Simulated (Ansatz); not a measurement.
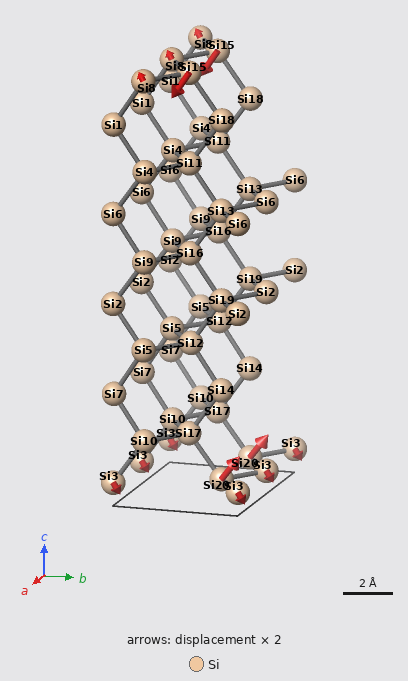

A relaxation of a slab of composition Si20. The starting structure is drawn; red arrows show the displacements, magnified 2 times.

A ball-and-stick model of the 2 × 1 repeat of the cell, outlined in the plane, without the vacuum (origin shifted), seen slightly off an axis.

Method: DFT, PBEsol, PAW, plane waves in Ansatz.

Input
```yaml
crystal:
  lattice:
    - [2.716395, -2.716395, 0.000000]
    - [0.000000, 0.000000, 5.432790]
    - [-21.416165, -21.416165, 0.000000]
  atoms:
    - { symbol: Si, position: [0.003831, 0.002120, 0.721965] }
    - { symbol: Si, position: [0.000874, 0.996939, 0.468371] }
    - { symbol: Si, position: [0.009221, 0.000223, 0.216002] }
    - { symbol: Si, position: [0.997685, 0.249911, 0.658171] }
    - { symbol: Si, position: [0.008827, 0.243471, 0.406533] }
    - { symbol: Si, position: [0.992496, 0.996556, 0.595153] }
    - { symbol: Si, position: [0.995796, 0.003701, 0.341304] }
    - { symbol: Si, position: [0.004433, 0.241077, 0.786449] }
    - { symbol: Si, position: [0.997827, 0.245955, 0.530323] }
    - { symbol: Si, position: [0.001461, 0.246720, 0.277705] }
    - { symbol: Si, position: [0.498679, 0.495660, 0.658420] }
    - { symbol: Si, position: [0.494851, 0.506511, 0.404815] }
    - { symbol: Si, position: [0.499327, 0.750599, 0.595001] }
    - { symbol: Si, position: [0.501097, 0.750951, 0.341391] }
    - { symbol: Si, position: [0.500138, 0.493377, 0.786328] }
    - { symbol: Si, position: [0.498790, 0.500345, 0.531639] }
    - { symbol: Si, position: [0.502823, 0.493077, 0.277413] }
    - { symbol: Si, position: [0.495925, 0.755472, 0.722657] }
    - { symbol: Si, position: [0.490092, 0.750211, 0.468039] }
    - { symbol: Si, position: [0.492481, 0.751165, 0.215709] }
kpoints:
  mp_grid: { grid: [6, 4, 1] }
hamiltonian:
  xc: pbesol
scf:
  occupations: { method: fermi_dirac, width: 0.01 }
relax:
  f_tol: 0.03
  max_steps: 80
  escape_saddle: false
  adjacent_minimum: "off"
output:
  forces: true
  eigenvalues: true
  populations: true
```

Run as
```bash
ansatz run in.yaml --threads 8 --pin off --max-ram 118750MiB --runs-dir r --events-out ev --progress --plain --backend cuda --devices 0, --max-vram 170GiB
```

**Describe the change and its energy.**

The atom that moves furthest relative to the layer's centre is Si15 (0.70 Å at 34° to the normal (−c side)). The cell doesn't change. Near-neighbour distances that change, for instance: Si15–Si18 2.397 → 2.305 Å, Si5–Si12 2.438 → 2.354 Å, Si3–Si10 2.299 → 2.373 Å, Si3–Si20 2.402 → 2.339 Å. Bond angles that change, for instance: Si10–Si3–Si20 110.9° → 86.4°, Si10–Si3–Si20 108.7° → 86.2°, Si11–Si18–Si15 107.6° → 90.2°. After 9 geometry steps the energy has fallen by 1.079 eV per cell of the calculation. The largest force component goes from 0.88 to 0.015 eV/Å. Cost: 6.4 s on 1 × NVIDIA GB200 with 8 threads of Arm Neoverse-V2, peak memory 1.8 GiB.
